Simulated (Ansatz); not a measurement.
**Single-point calculation, with input and output: HfN (part 1 of 2)**

The run: single-point calculation of HfN (32 atoms in the cell). Method and program: DFT PBEsol, scalar-relativistic, plane waves, PAW, no spin polarisation (Ansatz 0.2.0).

The structure derives from a Materials Project entry. It belongs to a series of runs on one base structure; here: the perfect crystal in a cell of 32 atoms.

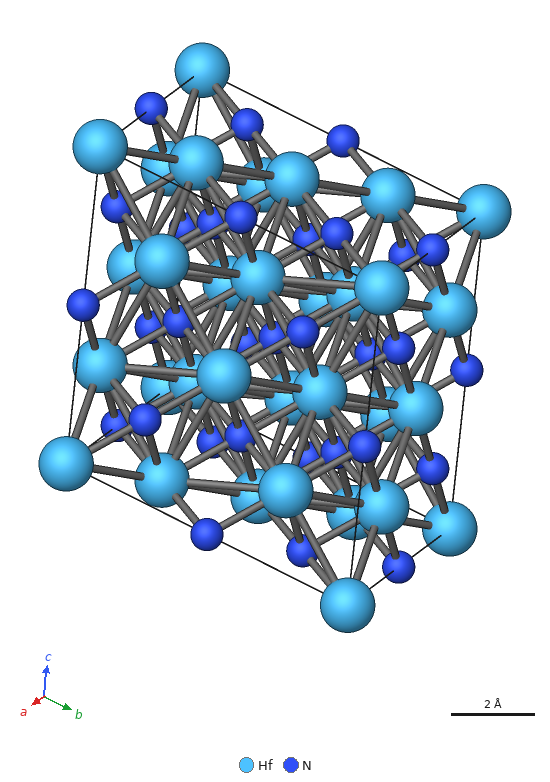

*The input geometry (ball-and-stick view of the cell of the calculation, seen slightly off an axis). An atom can appear more than once, as a periodic image.*

## The input
```yaml
crystal:
  lattice:
    - [4.5017358347, 4.5017358347, 4.5017358347]
    - [-4.5017358347, 4.5017358347, -4.5017358347]
    - [-4.5017358347, -4.5017358347, 4.5017358347]
  atoms:
    - { symbol: Hf, position: [0.5, 0.25, 0.25] }
    - { symbol: Hf, position: [0.5, 0.0, 0.5] }
    - { symbol: Hf, position: [0.75, 0.0, 0.25] }
    - { symbol: Hf, position: [0.5, 0.75, 0.75] }
    - { symbol: Hf, position: [0.75, 0.75, 0.5] }
    - { symbol: Hf, position: [0.0, 0.75, 0.25] }
    - { symbol: Hf, position: [0.5, 0.5, 0.0] }
    - { symbol: Hf, position: [0.75, 0.5, 0.75] }
    - { symbol: Hf, position: [0.0, 0.5, 0.5] }
    - { symbol: Hf, position: [0.25, 0.5, 0.25] }
    - { symbol: Hf, position: [0.75, 0.25, 0.0] }
    - { symbol: Hf, position: [0.0, 0.25, 0.75] }
    - { symbol: Hf, position: [0.25, 0.25, 0.5] }
    - { symbol: Hf, position: [0.0, 0.0, 0.0] }
    - { symbol: Hf, position: [0.25, 0.0, 0.75] }
    - { symbol: Hf, position: [0.25, 0.75, 0.0] }
    - { symbol: "N", position: [0.5, 0.0, 0.0] }
    - { symbol: "N", position: [0.5, 0.75, 0.25] }
    - { symbol: "N", position: [0.75, 0.75, 0.0] }
    - { symbol: "N", position: [0.5, 0.5, 0.5] }
    - { symbol: "N", position: [0.75, 0.5, 0.25] }
    - { symbol: "N", position: [0.0, 0.5, 0.0] }
    - { symbol: "N", position: [0.5, 0.25, 0.75] }
    - { symbol: "N", position: [0.75, 0.25, 0.5] }
    - { symbol: "N", position: [0.0, 0.25, 0.25] }
    - { symbol: "N", position: [0.25, 0.25, 0.0] }
    - { symbol: "N", position: [0.75, 0.0, 0.75] }
    - { symbol: "N", position: [0.0, 0.0, 0.5] }
    - { symbol: "N", position: [0.25, 0.0, 0.25] }
    - { symbol: "N", position: [0.0, 0.75, 0.75] }
    - { symbol: "N", position: [0.25, 0.75, 0.5] }
    - { symbol: "N", position: [0.25, 0.5, 0.75] }
basis:
  ecutwfc: 420
  xc_grid: 2
kpoints:
  mp_grid: { grid: [4, 4, 4], shift: [0.5, 0.5, 0.5] }
hamiltonian:
  xc: pbesol
scf:
  occupations: { method: gaussian, width: 0.1 }
output:
  forces: true
  stress: true
  eigenvalues: true
```

Machine: 4 threads of Intel Xeon @ 2.50GHz (Skylake/Cascade Lake), 12 GiB of memory available, shared host.

Launched with:
```bash
ansatz run input.yaml --threads 4 --pin off --max-ram 10240MiB --backend cpu --events-out ev --progress --plain --runs-dir out
```

## Log
```
Engine: ansatz 0.2.0, x86_64-unknown-linux-gnu
Pseudopotentials: kind: paw
Pseudopotential: Hf, paw, valence charge 26, recommended cutoff 420 eV (normal), Hf.paw.azcp
Pseudopotential: N, paw, valence charge 5, recommended cutoff 420 eV (normal), N.paw.azcp
Functional definition: PBEsol
  exchange = pbesol_x
  correlation = pbesol_c
Crystal: 32 atoms, lattice volume = 364.922 Å³
Basis set: ecut = 420 eV, 7107 PW (Γ), exchange–correlation on 108×108×108 points (8 copies of the dense FFT grid, shifted against one another)
Bands: 298, of which v1, the nominal top of the filled ones, is band 248 counted from 1 (247 counted from 0)
Symmetry: 768 space group operations
Space group: Fm-3m (ITA 225), of the structure as read, at distance tolerance 7.1e-5 Å
k-points: 6 of 64
Non-local potential: Hf, projectors of the file, l = 0: 3, l = 1: 2, l = 2: 2, l = 3: 3
Non-local potential: N, projectors of the file, l = 0: 2, l = 1: 2, l = 2: 1
PAW form: soft (Blöchl's): semilocal exchange-correlation on the pseudo side does not see the compensation charge
PAW frozen core: Hf, regenerated for the run's functional, and the local potential with it (the file was generated under x = pbe(κ = 0.804, μ = 0.2195149727645171), c = pbe(β = 0.06672455060314922))
PAW frozen core: N, regenerated for the run's functional, and the local potential with it (the file was generated under x = pbe(κ = 0.804, μ = 0.2195149727645171), c = pbe(β = 0.06672455060314922))
PAW one-centre angular grid: Hf, 590 points (default); XC on 64 Gauss nodes
PAW one-centre angular grid: N, 110 points (default); XC on 64 Gauss nodes
Initial density: superposition of atomic densities (neutral atoms: chi_scale 0, normalization atom), corrected by the library's trained network
Initial wavefunctions: pseudopotential atomic-orbital guess
Functional: x = pbesol(κ = 0.804, μ = 0.12345679012345678), c = pbesol(β = 0.046)
SCF iter   1: F=—  HF=-255684.042094 eV  |F-HF|=—  |Δ(HF+E_count)|=         —  Δρ=7.98e-3  dr2=1.99e-1  ethr=1.77e-3  ⟨swp⟩=4.7  Hψ=5367  notcnv=0  defer=19
preconditioner: auto → Kerker (q_TF=auto, 2.871 Å⁻¹)  [metal: Δε(μ)=0.118 eV  Ē_g=17.982 eV  σ=0.100 eV  W_gap=0.48  n_scr=140 (ndim 8)  ℏωp=41.9 eV  f_vac=0.000  D(μ)=8.10/eV (n_scr^D=54)]
SCF iter   2: F=—  HF=-255683.989517 eV  |F-HF|=—  |Δ(HF+E_count)|=   5.26e-2  Δρ=2.39e-3  dr2=1.47e-2  ethr=4.01e-5  ⟨swp⟩=2.0  Hψ=2504  notcnv=0  defer=38
SCF iter   3: F=—  HF=-255683.986127 eV  |F-HF|=—  |Δ(HF+E_count)|=   3.39e-3  Δρ=8.96e-4  dr2=2.10e-3  ethr=2.96e-6  ⟨swp⟩=2.0  Hψ=2640  notcnv=0  defer=38
SCF iter   4: F=—  HF=-255683.985728 eV  |F-HF|=—  |Δ(HF+E_count)|=   3.99e-4  Δρ=3.20e-4  dr2=2.32e-4  ethr=4.22e-7  ⟨swp⟩=2.0  Hψ=3028  notcnv=0  defer=38
SCF iter   5: F=—  HF=-255683.985263 eV  |F-HF|=—  |Δ(HF+E_count)|=   4.65e-4  Δρ=9.63e-5  dr2=2.14e-5  ethr=4.68e-8  ⟨swp⟩=2.8  Hψ=2935  notcnv=0  defer=38
SCF iter   6: F=—  HF=-255683.985127 eV  |F-HF|=—  |Δ(HF+E_count)|=   1.37e-4  Δρ=2.09e-5  dr2=1.12e-6  ethr=4.31e-9  ⟨swp⟩=2.5  Hψ=3211  notcnv=0  defer=38
SCF iter   7: F=—  HF=-255683.985126 eV  |F-HF|=—  |Δ(HF+E_count)|=   4.40e-7  Δρ=5.15e-6  dr2=5.08e-8  ethr=2.02e-11  ⟨swp⟩=10.5  Hψ=10672  notcnv=0
SCF iter   8: F=-255683.985126 eV  HF=-255683.985126 eV  |F-HF|=2.55e-8  |Δ(HF+E_count)|=   4.74e-9  Δρ=1.86e-6  dr2=8.78e-9  ethr=1.02e-11  ⟨swp⟩=4.0  Hψ=5653  notcnv=0
SCF 1 converged in 8 iterations: F = -255683.985126 eV  dr2 = 8.78e-9
  greatest PAW one-centre occupation: 0.998 electrons in one spin orbital (limit 2), on the Hf atom at site 15 (counted from 0), in its partial waves of l = 3
SCF converged after 8 iterations
Free energy (F): -255683.985126 eV
Harris-Foulkes:  -255683.985126 eV  (|F-HF|=2.55e-8)
Internal energy: -255683.948997 eV  (E = F + TS)
E sigma→0 (E₀):  -255683.967062 eV
Entropy (-TS):   -0.036129 eV (-1.129 meV/atom)
Fermi energy:    23.945838 eV
--- Per-component energies (eV) ---
  E_band       = 2987.696365
  E_kinetic    = 8918.277626
  E_local      = -75103.330840  (includes V_loc(G=0)·N_el)
  E_nonlocal   = -19081.394710
  E_hartree    = 35676.563024
  E_xc         = -5744.771909
  E_vxc        = -5513.159915  (∫ρ·V_xc dr)
  E_paw        = -110875.123784  (= ΣΔE_a)
  E_vpaw       = 22414.166657  (= ΣTr[D̂ρ^β])
  E_aug_tail   = 0.001490  (compensation charges beyond the density's cutoff)
  E_ewald      = -89494.636942
  E_core_change = 20.467046  (= ΣΔE_core)
  E_smearing   = -0.036129  (= −TS)
  E_closure    = 0.000000  (closes the sum)
  Σ components = -255683.985126   (vs F -255683.985126, Δ=0.00e0)
--- Forces (eV/Å), atoms counted from 1 ---
  atom   1  Hf     0.00000000    -0.00000000    -0.00000000
  atom   2  Hf    -0.00000000    -0.00000000     0.00000000
  atom   3  Hf     0.00000000    -0.00000000    -0.00000000
  atom   4  Hf    -0.00000000    -0.00000000    -0.00000000
  atom   5  Hf    -0.00000000     0.00000000    -0.00000000
  atom   6  Hf     0.00000000     0.00000000     0.00000000
  atom   7  Hf     0.00000000     0.00000000    -0.00000000
  atom   8  Hf    -0.00000000     0.00000000     0.00000000
  atom   9  Hf     0.00000000     0.00000000     0.00000000
  atom  10  Hf    -0.00000000     0.00000000    -0.00000000
  atom  11  Hf     0.00000000     0.00000000    -0.00000000
  atom  12  Hf     0.00000000    -0.00000000     0.00000000
  atom  13  Hf    -0.00000000     0.00000000    -0.00000000
  atom  14  Hf    -0.00000000    -0.00000000     0.00000000
  atom  15  Hf     0.00000000    -0.00000000     0.00000000
  atom  16  Hf    -0.00000000     0.00000000     0.00000000
  atom  17  N      0.00000000    -0.00000000     0.00000000
  atom  18  N      0.00000000     0.00000000     0.00000000
  atom  19  N     -0.00000000    -0.00000000    -0.00000000
  atom  20  N     -0.00000000     0.00000000     0.00000000
  atom  21  N      0.00000000     0.00000000     0.00000000
  atom  22  N      0.00000000     0.00000000    -0.00000000
  atom  23  N      0.00000000    -0.00000000    -0.00000000
  atom  24  N     -0.00000000    -0.00000000    -0.00000000
  atom  25  N     -0.00000000    -0.00000000    -0.00000000
  atom  26  N     -0.00000000    -0.00000000    -0.00000000
  atom  27  N     -0.00000000     0.00000000     0.00000000
  atom  28  N     -0.00000000     0.00000000     0.00000000
  atom  29  N      0.00000000    -0.00000000    -0.00000000
  atom  30  N      0.00000000    -0.00000000    -0.00000000
  atom  31  N      0.00000000     0.00000000     0.00000000
  atom  32  N     -0.00000000    -0.00000000     0.00000000
  max |Σ_I F_I| component: 5.03e-27 eV/Å
--- Stress (GPa, compression-positive) ---
       -0.018430      -0.000000       0.000000
       -0.000000      -0.018430      -0.000000
        0.000000       0.000000      -0.018430
  P = ⅓ Tr σ = -0.0184 GPa (-0.184 kbar)
--- Band table (eV; the first three rows and the last of 6) ---
  k-point 0: bands = ["-38.6609", "-38.6239", "-38.6239", "-38.6239", "-38.6022", "-38.6022", "-38.6022", "-38.6022", "-38.6022", "-38.6022", ... 88 levels left out ..., "11.4380", "11.4417", "11.4417", "11.4417", "11.4518", "11.4518", "11.4518", "11.4533", "11.4533", "11.4533", "11.4534", "11.4534", "11.4534", "11.4534", "11.4534", "11.4534", "11.4555", "11.4555", "11.4555", "11.4598", "11.4598", "11.4598", "11.4606", "11.4606", "11.4606", "11.4606", "11.4606", "11.4606", "11.4624",
      "11.4624", "11.4624", "11.4654", "11.4654", "11.4654", "11.4777", "11.4777", "11.4777", "11.4804", "11.4804", "11.4804", "11.4804", "11.4804", "11.4804", "11.4811", "11.4811", "11.4811", "11.4813", "11.4813", "11.4813", "11.4853", "11.4853", "11.4853", "11.4858", "11.4858", "11.4858", "11.4862", "11.4862", "11.4862", "11.4862", "11.4862", "11.4862", "11.4879", "11.4879", "11.4879", "11.4937", "11.4937", "11.4937", "11.4937", "11.4937",
      "11.4937", "11.4979", "11.4979", "11.4979", "11.5002", "11.5002", "11.5002", "11.5002", "11.5002", "11.5002", "11.5110", "11.5110", "11.5160", "11.5160", "11.5160", "11.5226", "11.5481", "11.5481", "11.5481", "11.5481", "11.5481", "11.5481", "11.5757", "11.5757", "11.5757", "16.3341", "16.3341", "16.3341", "16.3805", "16.3805", "16.3805", "16.3805", "16.3805", "16.3805", "16.7272", "16.7272", "16.7272", "18.1697", "18.1697", "18.1697",
      "18.2001", "18.2001", "18.2001", "18.2001", "18.2001", "18.2001", "18.2512", "18.2512", "18.2512", "18.2973", "18.2973", "18.2973", "18.3170", "18.3170", "18.3170", "18.6436", "18.6436", "18.6436", "18.6436", "18.6436", "18.6436", "18.9292", "18.9292", "18.9292", "19.0276", "19.0276", "19.0276", "19.7110", "19.8663", "19.8663", "19.8663", "20.2328", "20.2328", "21.4962", "21.4962", "21.4962", "23.9108", "24.0709", "24.0709", "24.2219",
      "24.2219", "24.2219", "24.2219", "24.2219", "24.2219", "24.8432", "24.8432", "24.8432", "25.3010", "25.3010", "25.3010", "25.3468", "25.3468", "25.3468", "26.8134", "26.8134", "26.8134", "26.8811", "27.0476", "27.0476", "27.2161", "27.2161", "27.2161", "27.4891", "27.4891", "27.4891", "27.5010", "27.5010", "27.5010", "27.5010", "27.5010", "27.5010", "27.7643", "27.7643", "27.7643", "27.7643", "27.7643", "27.7643", "27.9870", "27.9870",
      "27.9870", "28.7867", "28.7867", "28.7867", "28.9187", "28.9187", "28.9187", "29.0194", "29.0194", "29.0194", "29.0194"]
```
